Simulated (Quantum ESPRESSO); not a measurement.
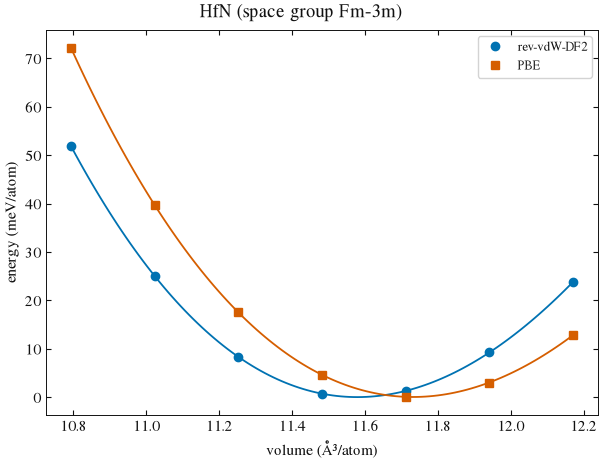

Plotted: energy against volume, with one curve for each functional, for HfN (space group Fm-3m).

Method: plane-wave DFT, no spin polarisation; energies at scaled volumes of the given cell, shape and fractions fixed, counted from the fit's minimum, third-order Birch-Murnaghan fit (Quantum ESPRESSO 7.5). All runs: no spin polarisation.

| setting | value |
| --- | --- |
| k mesh | 10×10×10 |
| occupations | Fermi–Dirac |
| smearing width | 0.05 eV |

Settings that differ: rev-vdW-DF2: density cutoff 4570 eV, wave cutoff 1140 eV, potentials PseudoDojo-0.4.1-SR-PBE-standard; PBE: density cutoff 6530 eV, wave cutoff 816 eV, potentials SSSP-1.3-efficiency-PBE.

### Order the curves by fitted equilibrium volume, smallest first.

Rev-vdW-DF2 11.579, PBE 11.732 Å³/atom.

### Order the curves by fitted bulk modulus, smallest first.

PBE 265.7, rev-vdW-DF2 275.1 GPa.

Limits of the calculation: potentials made for another functional (rev-vdW-DF2).

The computed values:

rev-vdW-DF2:
```tsv
volume (Å³/atom)	energy (meV/atom)
10.79	51.84
11.02	25.02
11.25	8.31
11.48	0.70
11.71	1.28
11.94	9.23
12.17	23.80
```

PBE:
```tsv
volume (Å³/atom)	energy (meV/atom)
10.79	72.22
11.02	39.73
11.25	17.52
11.48	4.61
11.71	0.03
11.94	2.99
12.17	12.74
```
